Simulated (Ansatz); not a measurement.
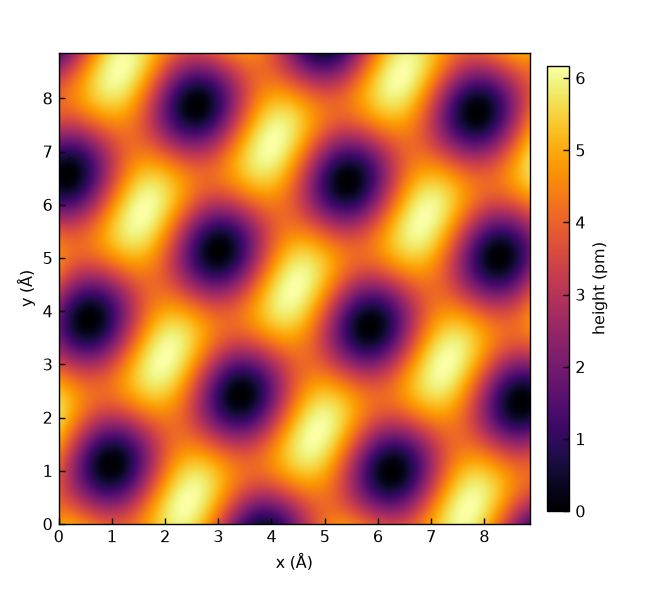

Simulated STM image (constant-current image at a set point of 3.9 × 10⁻⁴ e/Å³, sample bias +1.00 V).

Images follow the Tersoff–Hamann model: the current is the local density of the sample's states between the Fermi level and the bias, at the tip's centre. Bias windows are sharp sums over the levels of the k mesh.

Q: Read the surface lattice from the image: type, spacings and angle.

A: The pattern repeats on a centred rectangular lattice with shortest vectors of 2.8 Å at 71° (or 109°), a cell of 7.2 Å², with 1 maximum above 60 % of the range in each cell.

The surface:

W(110) (Im-3m bulk, 5 atomic planes (those closer than 0.6 Å count as one), 9 Å). The brightest spots lie over the top W atoms; the darkest points are over the sites above the W atoms 2.1 Å below the top plane. So weak a contrast (6 pm) depends on the k-mesh and on the tip.

These are results of DFT PBEsol, scalar-relativistic, plane waves, PAW (Ansatz), not measurements. Cutoff 420 eV, 27 × 27 k-points, Gaussian smearing 0.1 eV, dipole correction. The slab is a cut without reconstruction beyond its cell, at the source's lattice constants, with its lower half held fixed and the rest relaxed. No spin polarisation. Spin–orbit coupling is left out; with W it can shift levels and gaps. The run warns that the functional's potential is rough in the thin density of the vacuum, where the tip is; weak contrasts and barriers may feel it. On this mesh the free atoms still feel up to 0.12 eV/Å.
